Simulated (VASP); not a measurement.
## Run report: Cu₂O, geometry relaxation (part 2 of 2)

The same run, continued: Cu₂O (Pn-3m, 6 atoms in the cell); Kohn-Sham DFT of a periodic cell, PBEsol, VASP PAW PBE potentials, recommended, no spin polarisation (VASP 6.6.1); cutoff 600 eV, 6×6×6 k-mesh, Gaussian smearing of 0.03 eV. The structure derives from an entry of the Crystallography Open Database.

Geometry of the input (Å; fractional positions):
```
4.2600  0.0000  0.0000
0.0000  4.2600  0.0000
0.0000  0.0000  4.2600
Cu 0.2500  0.2500  0.2500
Cu 0.2500  0.7500  0.7500
Cu 0.7500  0.7500  0.2500
Cu 0.7500  0.2500  0.7500
O  0.0000  0.0000  0.0000
O  0.5000  0.5000  0.5000
```

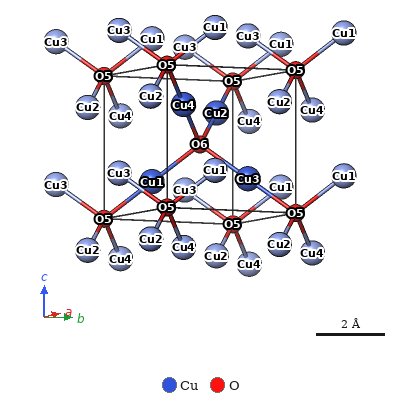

**Figure 1.** The geometry at step 1 of the log (ball-and-stick view of the cell of the calculation, seen at an oblique angle; neighbours outside the cell are drawn fainter; atoms are numbered from 1 in the order of the input).

### Parts of OUTCAR, continued
```
  FORCE on cell =-STRESS in cart. coord.  units (eV):
  Direction    XX          YY          ZZ          XY          YZ          ZX
  --------------------------------------------------------------------------------------
  -------------------------------------------------------------------------------------
  Total       -1.2138706     -1.2138706     -1.2138706     -0.0000000     -0.0000000     -0.0000000
  in kB      -25.1567295    -25.1567295    -25.1567295     -0.0000000     -0.0000000     -0.0000000
  external PRESSURE =     -25.1567295 kB  Pullay stress =       0.0000000 kB

 VOLUME and BASIS-vectors are now :
 -----------------------------------------------------------------------------
  energy-cutoff  :      600.00
  volume of cell :       77.31
      direct lattice vectors                 reciprocal lattice vectors
     4.260000000  0.000000000  0.000000000     0.234741784  0.000000000  0.000000000
     0.000000000  4.260000000  0.000000000     0.000000000  0.234741784  0.000000000
     0.000000000  0.000000000  4.260000000     0.000000000  0.000000000  0.234741784

 POSITION                                       TOTAL-FORCE (eV/Angst)
 -----------------------------------------------------------------------------------
      1.06500      1.06500      1.06500        -0.000000      0.000000     -0.000000
      1.06500      3.19500      3.19500         0.000000      0.000000     -0.000000
      3.19500      3.19500      1.06500         0.000000     -0.000000     -0.000000
      3.19500      1.06500      3.19500        -0.000000     -0.000000      0.000000
      0.00000      0.00000      0.00000         0.000000     -0.000000     -0.000000
      2.13000      2.13000      2.13000         0.000000     -0.000000     -0.000000
 -----------------------------------------------------------------------------------
    total drift:                                0.000000      0.000000      0.000000

  FREE ENERGIE OF THE ION-ELECTRON SYSTEM (eV)
  ---------------------------------------------------
  free  energy   TOTEN  =       -29.9599879399 eV

  energy  without entropy=      -29.9599879399  energy(sigma->0) =      -29.95998794

--------------------------------------- Ionic step        2  -------------------------------------------

 number of electron      56.0000031 magnetization

------------------------ aborting loop because EDIFF is reached ----------------------------------------

  FORCE on cell =-STRESS in cart. coord.  units (eV):
  Direction    XX          YY          ZZ          XY          YZ          ZX
  --------------------------------------------------------------------------------------
  -------------------------------------------------------------------------------------
  Total        0.5344766      0.5344766      0.5344766      0.0000000     -0.0000000      0.0000000
  in kB       11.4074646     11.4074646     11.4074646      0.0000000     -0.0000000      0.0000000
  external PRESSURE =      11.4074646 kB  Pullay stress =       0.0000000 kB

 VOLUME and BASIS-vectors are now :
 -----------------------------------------------------------------------------
  energy-cutoff  :      600.00
  volume of cell :       75.07
      direct lattice vectors                 reciprocal lattice vectors
     4.218422159 -0.000000000 -0.000000000     0.237055459  0.000000000 -0.000000000
    -0.000000000  4.218422159 -0.000000000     0.000000000  0.237055459  0.000000000
     0.000000000 -0.000000000  4.218422159     0.000000000  0.000000000  0.237055459

 POSITION                                       TOTAL-FORCE (eV/Angst)
 -----------------------------------------------------------------------------------
      1.05461      1.05461      1.05461         0.000000      0.000000     -0.000000
      1.05461      3.16382      3.16382         0.000000     -0.000000      0.000000
      3.16382      3.16382      1.05461         0.000000     -0.000000      0.000000
      3.16382      1.05461      3.16382         0.000000      0.000000     -0.000000
     -0.00000      4.21842      4.21842        -0.000000      0.000000      0.000000
      2.10921      2.10921      2.10921        -0.000000      0.000000      0.000000
 -----------------------------------------------------------------------------------
    total drift:                                0.000000      0.000000      0.000000

  FREE ENERGIE OF THE ION-ELECTRON SYSTEM (eV)
  ---------------------------------------------------
  free  energy   TOTEN  =       -29.9699198502 eV

  energy  without entropy=      -29.9699198502  energy(sigma->0) =      -29.96991985

--------------------------------------- Ionic step        3  -------------------------------------------

 number of electron      56.0000013 magnetization

 Free energy of the ion-electron system (eV)
  ---------------------------------------------------
  ext. energy  EPLUGINS =         0.00000000
  ---------------------------------------------------
  free energy    TOTEN  =       -29.97244474 eV

  energy without entropy =      -29.97244474  energy(sigma->0) =      -29.97244474

 E-fermi :   4.9673     XC(G=0): -11.3907     alpha+bet :-10.3494

 val. band max:        4.8381704568   @ k =   0.0000   0.0000   0.0000
 cond. band min:       5.3898642047   @ k =   0.0000   0.0000   0.0000
 fundamental gap:      0.5516937479
 Fermi energy:         4.9672957121

 k-point     1 :       0.0000    0.0000    0.0000
  band No.  band energies     occupation
      1     -15.4325      2.00000
      2     -14.6348      2.00000
      3      -2.6450      2.00000
      4      -2.6450      2.00000
      5      -2.6450      2.00000
      6      -0.1975      2.00000
      7      -0.1208      2.00000
      8      -0.1208      2.00000
      9      -0.1208      2.00000
     10       1.7064      2.00000
     11       1.7064      2.00000
     12       1.8292      2.00000
     13       1.8292      2.00000
     14       1.8292      2.00000
     15       2.7589      2.00000
     16       2.7589      2.00000
     17       2.8698      2.00000
     18       2.8698      2.00000
     19       2.8698      2.00000
     20       3.0276      2.00000
     21       3.0276      2.00000
     22       3.0276      2.00000
     23       3.2238      2.00000
     24       3.2238      2.00000
     25       3.2238      2.00000
     26       4.8382      2.00000
     27       4.8382      2.00000
     28       4.8382      2.00000
     29       5.3899      0.00000
     30       5.9496      0.00000
     31       5.9496      0.00000
     32      12.8645      0.00000
     33      12.8645      0.00000

 k-point     2 :       0.1667    0.0000    0.0000
  band No.  band energies     occupation
      1     -15.3786      2.00000
      2     -14.6874      2.00000
      3      -2.5722      2.00000
      4      -2.5393      2.00000
      5      -2.5393      2.00000
      6      -0.7402      2.00000
      7      -0.3940      2.00000
      8      -0.3940      2.00000
      9       0.2745      2.00000
     10       1.7567      2.00000
     11       1.8302      2.00000
     12       1.8731      2.00000
     13       2.0330      2.00000
     14       2.0330      2.00000
     15       2.7456      2.00000
     16       2.7792      2.00000
     17       2.8081      2.00000
     18       2.9096      2.00000
     19       2.9096      2.00000
     20       2.9261      2.00000
     21       3.0835      2.00000
     22       3.0835      2.00000
     23       3.0841      2.00000
     24       3.2006      2.00000
     25       3.2006      2.00000
     26       3.9219      2.00000
     27       4.7671      2.00000
     28       4.7671      2.00000
     29       5.6332      0.00000
     30       6.4018      0.00000
     31       6.9319      0.00000
     32      12.3690      0.00000
     33      12.7277      0.00000

 k-point     3 :       0.3333    0.0000    0.0000
  band No.  band energies     occupation
      1     -15.2316      2.00000
      2     -14.8320      2.00000
      3      -2.3447      2.00000
      4      -2.2545      2.00000
      5      -2.2545      2.00000
      6      -1.3883      2.00000
      7      -0.9281      2.00000
      8      -0.9281      2.00000
      9       0.7285      2.00000
     10       1.7303      2.00000
     11       1.9110      2.00000
     12       2.1584      2.00000
     13       2.3696      2.00000
     14       2.3696      2.00000
     15       2.5446      2.00000
     16       2.6196      2.00000
     17       2.7144      2.00000
     18       2.8350      2.00000
     19       2.8606      2.00000
     20       2.8606      2.00000
     21       2.9937      2.00000
     22       3.0330      2.00000
     23       3.1223      2.00000
     24       3.1223      2.00000
     25       3.3913      2.00000
     26       3.3913      2.00000
     27       4.5758      2.00000
     28       4.5758      2.00000
     29       6.2938      0.00000
     30       7.5083      0.00000
     31       7.5912      0.00000
     32      10.8254      0.00000
     33      12.4633      0.00000

 k-point     4 :       0.5000    0.0000    0.0000
  band No.  band energies     occupation
      1     -15.0312      2.00000
      2     -15.0312      2.00000
      3      -2.0094      2.00000
      4      -2.0094      2.00000
      5      -1.9472      2.00000
      6      -1.9472      2.00000
      7      -1.2732      2.00000
      8      -1.2732      2.00000
      9       1.2863      2.00000
     10       1.2863      2.00000
     11       2.1762      2.00000
     12       2.1762      2.00000
     13       2.3846      2.00000
     14       2.3846      2.00000
     15       2.5869      2.00000
     16       2.5869      2.00000
     17       2.7340      2.00000
     18       2.7340      2.00000
     19       2.7373      2.00000
     20       2.7373      2.00000
     21       2.9124      2.00000
     22       2.9124      2.00000
     23       3.1038      2.00000
     24       3.1038      2.00000
     25       3.6096      2.00000
     26       3.6096      2.00000
     27       4.4240      2.00000
     28       4.4240      2.00000
     29       7.1242      0.00000
     30       7.1242      0.00000
     31       9.0154      0.00000
     32       9.0154      0.00000
     33      12.3360      0.00000

 k-point     5 :       0.1667    0.1667    0.0000
  band No.  band energies     occupation
      1     -15.3306      2.00000
      2     -14.7314      2.00000
      3      -2.6683      2.00000
      4      -2.4507      2.00000
      5      -2.2861      2.00000
      6      -1.1493      2.00000
      7      -0.5869      2.00000
      8      -0.3717      2.00000
      9       0.3979      2.00000
     10       1.8025      2.00000
     11       1.8831      2.00000
     12       1.9588      2.00000
     13       2.0834      2.00000
     14       2.1900      2.00000
     15       2.7333      2.00000
     16       2.7561      2.00000
     17       2.7872      2.00000
     18       2.8147      2.00000
     19       2.9596      2.00000
     20       3.0009      2.00000
     21       3.0265      2.00000
     22       3.0309      2.00000
     23       3.0795      2.00000
     24       3.1278      2.00000
     25       3.2011      2.00000
     26       3.8388      2.00000
     27       4.3969      2.00000
     28       4.6999      2.00000
     29       5.8579      0.00000
     30       6.9312      0.00000
     31       7.3231      0.00000
     32      11.5024      0.00000
     33      11.6281      0.00000

 [... the levels of 14 k-points are left out ...]

 k-point    20 :       0.5000    0.5000    0.5000
  band No.  band energies     occupation
      1     -15.2376      2.00000
      2     -14.7200      2.00000
      3      -2.5386      2.00000
      4      -2.5386      2.00000
      5      -2.5386      2.00000
      6      -1.0480      2.00000
      7      -1.0480      2.00000
      8      -1.0480      2.00000
      9       1.4886      2.00000
     10       1.4886      2.00000
     11       1.4886      2.00000
     12       2.2267      2.00000
     13       2.2267      2.00000
     14       2.4698      2.00000
     15       2.4698      2.00000
     16       2.4698      2.00000
     17       2.8212      2.00000
     18       2.8212      2.00000
     19       2.8212      2.00000
     20       3.0393      2.00000
     21       3.0393      2.00000
     22       3.0393      2.00000
     23       3.1676      2.00000
     24       3.1676      2.00000
     25       3.8076      2.00000
     26       4.2527      2.00000
     27       4.2527      2.00000
     28       4.2527      2.00000
     29       7.2098      0.00000
     30       7.2098      0.00000
     31       7.2098      0.00000
     32       9.7707      0.00000
     33       9.7707      0.00000

------------------------ aborting loop because EDIFF is reached ----------------------------------------

  FORCE on cell =-STRESS in cart. coord.  units (eV):
  Direction    XX          YY          ZZ          XY          YZ          ZX
  --------------------------------------------------------------------------------------
  -------------------------------------------------------------------------------------
  Total        0.0165886      0.0165886      0.0165886      0.0000000      0.0000000      0.0000000
  in kB        0.3508737      0.3508737      0.3508737      0.0000000      0.0000000      0.0000000
  external PRESSURE =       0.3508737 kB  Pullay stress =       0.0000000 kB

 VOLUME and BASIS-vectors are now :
 -----------------------------------------------------------------------------
  energy-cutoff  :      600.00
  volume of cell :       75.75
      direct lattice vectors                 reciprocal lattice vectors
     4.231132667 -0.000000000 -0.000000000     0.236343334  0.000000000 -0.000000000
    -0.000000000  4.231132667 -0.000000000     0.000000000  0.236343334  0.000000000
     0.000000000 -0.000000000  4.231132667     0.000000000  0.000000000  0.236343334

 POSITION                                       TOTAL-FORCE (eV/Angst)
 -----------------------------------------------------------------------------------
      1.05778      1.05778      1.05778         0.000000     -0.000000     -0.000000
      1.05778      3.17335      3.17335        -0.000000     -0.000000     -0.000000
      3.17335      3.17335      1.05778         0.000000      0.000000      0.000000
      3.17335      1.05778      3.17335         0.000000      0.000000      0.000000
      0.00000     -0.00000     -0.00000        -0.000000     -0.000000     -0.000000
      2.11557      2.11557      2.11557        -0.000000     -0.000000     -0.000000
 -----------------------------------------------------------------------------------
    total drift:                                0.000000      0.000000      0.000000

  FREE ENERGIE OF THE ION-ELECTRON SYSTEM (eV)
  ---------------------------------------------------
  free  energy   TOTEN  =       -29.9724447442 eV

  energy  without entropy=      -29.9724447442  energy(sigma->0) =      -29.97244474

 reached required accuracy - stopping structural energy minimisation
```

### CONTCAR
```
Cu2O
   1.00000000000000
     4.2311326672750811   -0.0000000000000000   -0.0000000000000000
    -0.0000000000000000    4.2311326672750811   -0.0000000000000000
     0.0000000000000000   -0.0000000000000000    4.2311326672750811
  Cu              O
     4     2
Direct
     0.2500000000000000    0.2500000000000000    0.2500000000000000
     0.2500000000000000    0.7500000000000000    0.7500000000000000
     0.7500000000000000    0.7500000000000000    0.2500000000000000
     0.7500000000000000    0.2500000000000000    0.7500000000000000
     0.0000000000000000    0.0000000000000000    0.0000000000000000
     0.5000000000000000    0.5000000000000000    0.5000000000000000

  0.00000000E+00  0.00000000E+00  0.00000000E+00
  0.00000000E+00  0.00000000E+00  0.00000000E+00
  0.00000000E+00  0.00000000E+00  0.00000000E+00
  0.00000000E+00  0.00000000E+00  0.00000000E+00
  0.00000000E+00  0.00000000E+00  0.00000000E+00
  0.00000000E+00  0.00000000E+00  0.00000000E+00
```

### Trajectory as extended XYZ (Å, eV, eV/Å), 3 frames, from step=0 to step=2
```
6
Lattice="4.2600 0.0000 0.0000 0.0000 4.2600 0.0000 0.0000 0.0000 4.2600" Properties=species:S:1:pos:R:3:forces:R:3 step=0 energy=-29.95999
Cu    1.0650    1.0650    1.0650    0.0000   0.0000   0.0000
Cu    1.0650    3.1950    3.1950    0.0000   0.0000   0.0000
Cu    3.1950    3.1950    1.0650    0.0000   0.0000   0.0000
Cu    3.1950    1.0650    3.1950    0.0000   0.0000   0.0000
O     0.0000    0.0000    0.0000    0.0000   0.0000   0.0000
O     2.1300    2.1300    2.1300    0.0000   0.0000   0.0000
6
Lattice="4.2184 -0.0000 -0.0000 -0.0000 4.2184 -0.0000 0.0000 -0.0000 4.2184" Properties=species:S:1:pos:R:3:forces:R:3 step=1 energy=-29.96992
Cu    1.0546    1.0546    1.0546    0.0000   0.0000   0.0000
Cu    1.0546    3.1638    3.1638    0.0000   0.0000   0.0000
Cu    3.1638    3.1638    1.0546    0.0000   0.0000   0.0000
Cu    3.1638    1.0546    3.1638    0.0000   0.0000   0.0000
O     0.0000    4.2184    4.2184    0.0000   0.0000   0.0000
O     2.1092    2.1092    2.1092    0.0000   0.0000   0.0000
6
Lattice="4.2311 -0.0000 -0.0000 -0.0000 4.2311 -0.0000 0.0000 -0.0000 4.2311" Properties=species:S:1:pos:R:3:forces:R:3 step=2 energy=-29.97244
Cu    1.0578    1.0578    1.0578    0.0000   0.0000   0.0000
Cu    1.0578    3.1734    3.1734    0.0000   0.0000   0.0000
Cu    3.1734    3.1734    1.0578    0.0000   0.0000   0.0000
Cu    3.1734    1.0578    3.1734    0.0000   0.0000   0.0000
O     0.0000    0.0000    0.0000    0.0000   0.0000   0.0000
O     2.1156    2.1156    2.1156    0.0000   0.0000   0.0000
```
